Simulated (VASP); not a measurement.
System: MgS, space group P1, 2 atoms in the cell, zincblende type, strained and displaced.

```yaml
crystal:
  lattice:
    - [0.07590, 2.86710, 2.88670]
    - [2.92800, 0.02560, 2.93700]
    - [2.89940, 2.88880, 0.05420]
  atoms:
    - { symbol: Mg, position: [0.99550, 0.01810, 0.99450] }
    - { symbol: S, position: [0.25610, 0.23790, 0.24900] }
```

Level of theory: DFT, PBE, plane waves, PAW, 6×6×6 k mesh, Fermi-Dirac smearing of 0.02 eV; code VASP 6.6.1.

What will the density of states look like?

There is a gap; over the k points computed it is 3.08 eV (direct among those points). The upper group of valence states starts about 3.2 eV under the valence-band top (which lies at −1.5 eV on this axis), with a gap beneath it; it holds about 6 electrons a cell. Within the window shown, the tallest peak of the filled states lies 0.8 eV under the valence-band top, at about 3.4 states per eV and cell.

The atoms aren't at rest in this cell (largest force 0.5 eV/Å), so the relaxed material can differ.

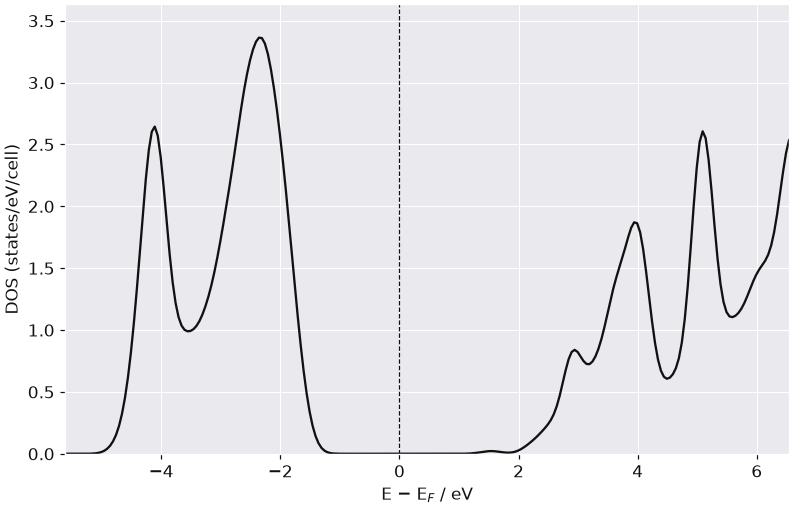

Density of states. Energies are counted from the Fermi level, put mid-gap where there is a gap. The curve is built from the levels of the k mesh with Gaussians 0.4 eV wide, which also blur the band edges.
